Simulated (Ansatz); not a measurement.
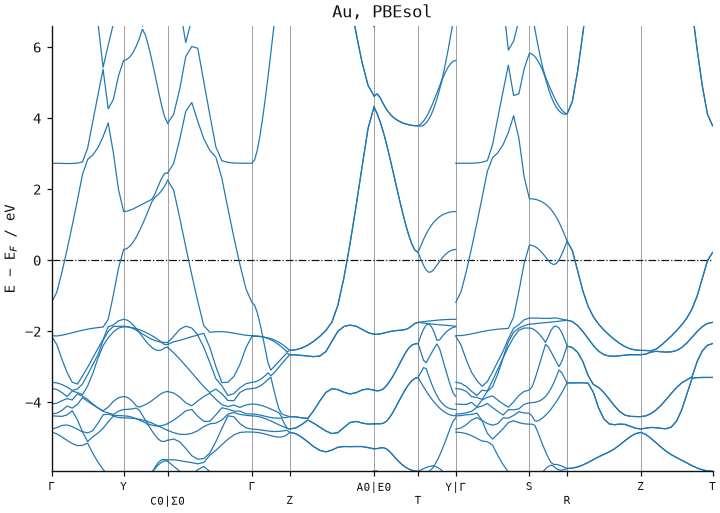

Write a caption that states what the plot shows.

Band structure of Au, space group Cmcm, 2 atoms in the cell. Computed with Ansatz 0.2.0: DFT PBEsol, scalar-relativistic, plane waves, PAW, no spin polarisation, 16×16×10 k mesh, 420 eV cutoff. Energies are counted from the Fermi level.

A metal: 2 bands cross the Fermi level along this path. Bands cross the Fermi level on Γ–Y, Σ0–Γ, Z–A0, T–Y, Γ–S, S–R, R–Z and Z–T, and not on Y–C0, Γ–Z and E0–T. At Γ the nearest levels lie 1.19 eV below and 2.73 eV above the Fermi level.

Spin-orbit coupling is left out, which matters for Au.
